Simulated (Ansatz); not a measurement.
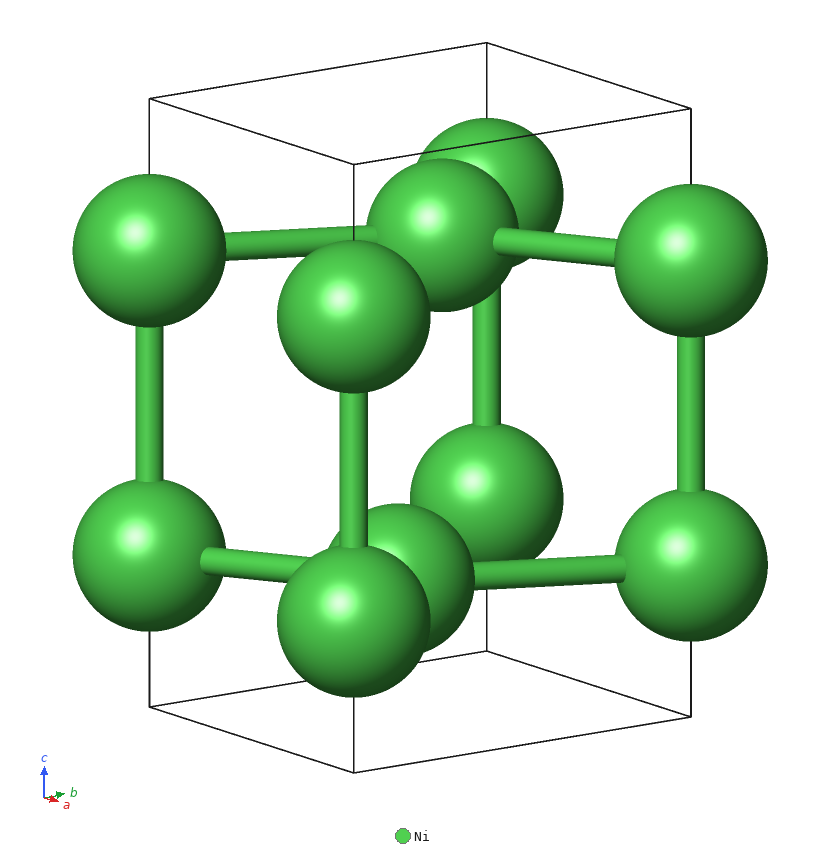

The image is a ball-and-stick drawing of a crystal, viewed slightly off an axis. Atoms at the boundary of the conventional unit cell (the box) are drawn once for each face, edge or corner they touch.

Cell dimensions are a = 3.862 Å, b = 3.862 Å, c = 4.332 Å, α = 90.00°, β = 90.00°, γ = 120.00°.

How many atoms does the cell contain?

4 (nickel), counting shared atoms by their share.

Determine the space group.

P6_3/mmc (No. 194), with Ni on 2b and Ni on 2d.

In how many dimensions do the bonds extend?

The bonds build a three-dimensional framework.

The structure comes from a textbook structure type filled with this element (whether it is the usual form wasn't checked). A relaxation with DFT PBE, scalar-relativistic, plane waves, PAW in Ansatz 0.2.0 gave the geometry drawn.
